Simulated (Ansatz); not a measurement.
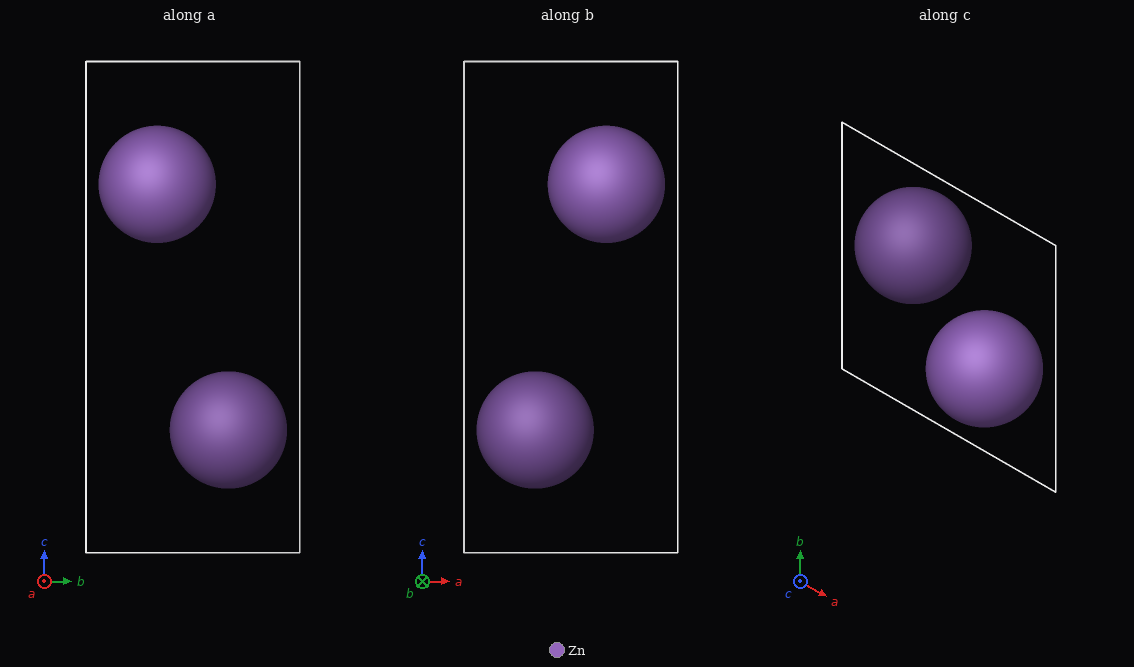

Spheres-only drawing of the structure, looking along the a axis, along the b axis and along the c axis. The conventional unit cell is drawn as a box.

Lattice parameters: a = 2.556 Å, b = 2.556 Å, c = 5.093 Å, α = 90.00°, β = 90.00°, γ = 120.00°.

### Give the structure in the form of a table of Wyckoff sites.

Space group P6_3/mmc (No. 194).
```json
{"atom": "Zn", "site": "2c", "x": "0.3333", "y": "0.6667", "z": "0.2500"}
```

The structure was taken from a structure type filled with this element by a generator (whether the element takes this form wasn't checked). The cell was then strained or its atoms displaced on purpose. Ansatz was used for an electronic-structure calculation on it.

At this level of theory the cell isn't at rest (compressed, at 7 GPa), so its distances can differ from those at equilibrium, the more so the softer the solid.
